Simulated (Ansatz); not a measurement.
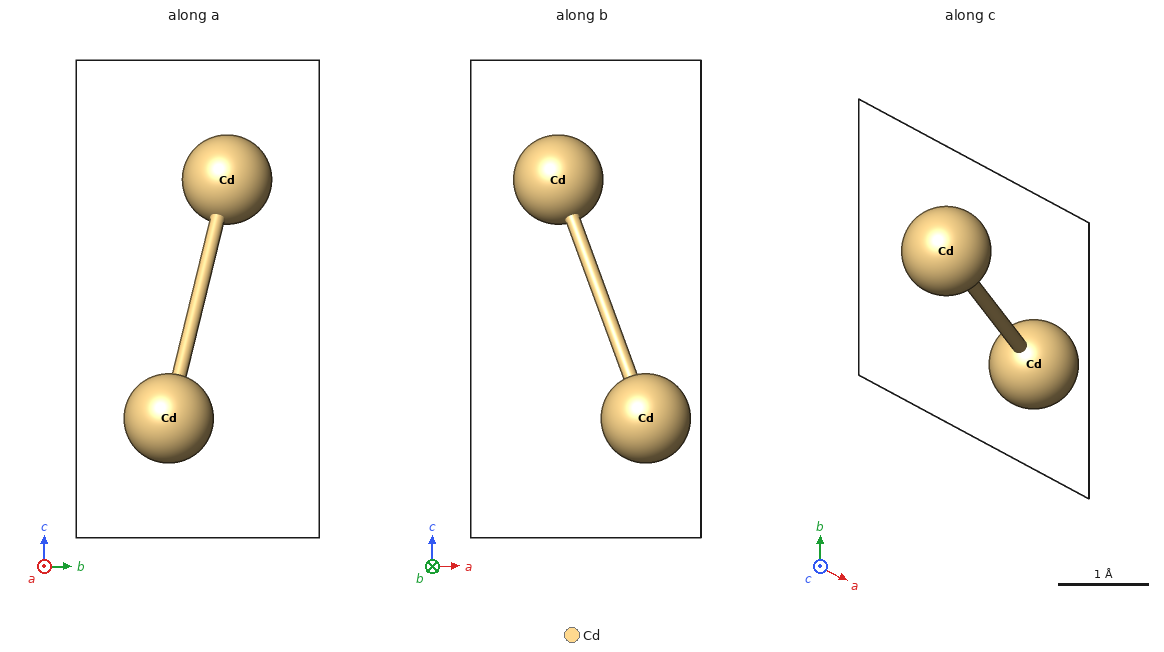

We look at a ball-and-stick model of the crystal along the a axis, along the b axis and along the c axis. The lines enclose the unit cell; boundary atoms appear with their images.

Lattice parameters: a = 2.915 Å, b = 3.078 Å, c = 5.326 Å, α = 90.02°, β = 89.95°, γ = 118.27°. Put a along x and b in the xy plane.

### Record the structure as a POSCAR file, with free fractional coordinates to two decimals.

```
Cd
1.0
     2.915    0.000    0.000
    -1.458    2.711    0.000
     0.005    0.000    5.326
Cd
2
Direct
  0.38 0.62 0.75
  0.76 0.38 0.25
```

Provenance: a structure type filled with this element by a generator (whether the element takes this form wasn't checked). The picture shows the end point of a geometry optimisation with Ansatz 0.2.0, DFT, PBEsol, plane waves (420 eV) with PAW, scalar-relativistic.
